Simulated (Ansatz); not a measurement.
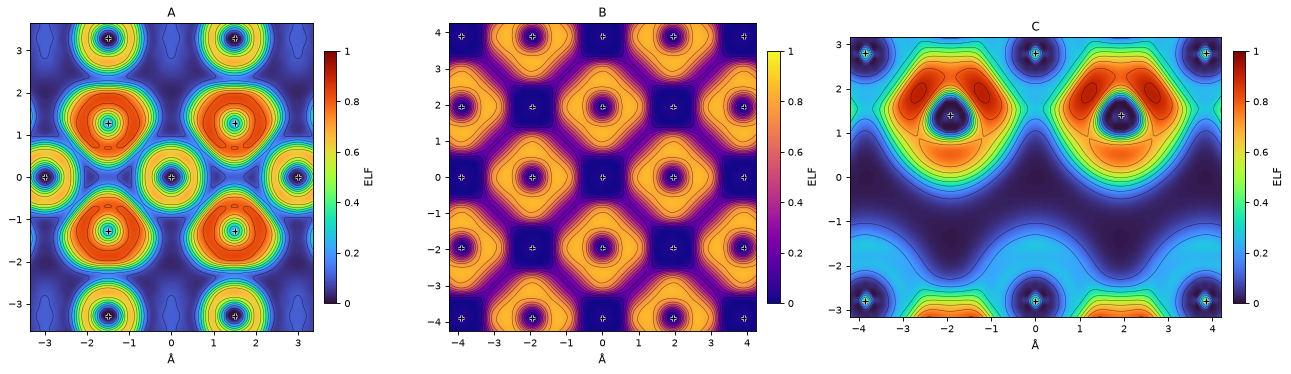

The electron localisation function of 3 systems, each on a plane through atoms (crosses mark nuclei in the plane).

Computed with Ansatz, DFT, PBE, plane-wave PAW, default files, scalar-relativistic, frozen cores.

System 1: TiO2, the (110) plane of the conventional cell. Space group P4₂/mnm; computed pressure about −4 GPa in this cell; computed without spin polarisation.

```yaml
crystal:
  lattice:
    - [4.65445, 0.00000, 0.00000]
    - [0.00000, 4.65445, 0.00000]
    - [0.00000, 0.00000, 2.99794]
  atoms:
    - { symbol: Ti, position: [0.00000, 0.00000, 0.00000] }
    - { symbol: Ti, position: [0.50000, 0.50000, 0.50000] }
    - { symbol: O, position: [0.30578, 0.30578, 0.00000] }
    - { symbol: O, position: [0.19422, 0.80578, 0.50000] }
    - { symbol: O, position: [0.69422, 0.69422, 0.00000] }
    - { symbol: O, position: [0.80578, 0.19422, 0.50000] }
```

System 2: AlN, the (001) plane of the conventional cell. Space group Fm-3m; computed pressure about 41 GPa in this cell.

System 3: GaP, the (100) plane of the conventional cell. Space group I-4m2.

```
Ga P
1.0
     2.72525    2.72525    0.00000
    -2.72525    2.72525    0.00000
     0.00000    0.00000    5.61402
Ga P
2 2
Direct
  0.00000 0.00000 0.00000
  0.50000 0.50000 0.50000
  0.50000 0.00000 0.25000
  0.00000 0.50000 0.75000
```

### Match each panel to its system.

Panel A is system 1, TiO2: the plane holds Ti and O. Ti–O (1.97 Å): the ELF peaks at about 0.80 in the valence shell of O, 0.6 Å from its nucleus, and is about 0.20 at the midpoint: no shared electron pair shows on this line. Panel B is system 2, AlN: the plane holds Al and N. Al–N (1.95 Å): the ELF peaks at about 0.85 in the valence shell of N, 0.7 Å from its nucleus, and is about 0.80 at the midpoint. Panel C is system 3, GaP: the plane holds Ga and P. Ga–P (2.38 Å): the ELF peaks at about 0.90 in the valence shell of P, 0.9 Å from its nucleus, and is about 0.75 at the midpoint.
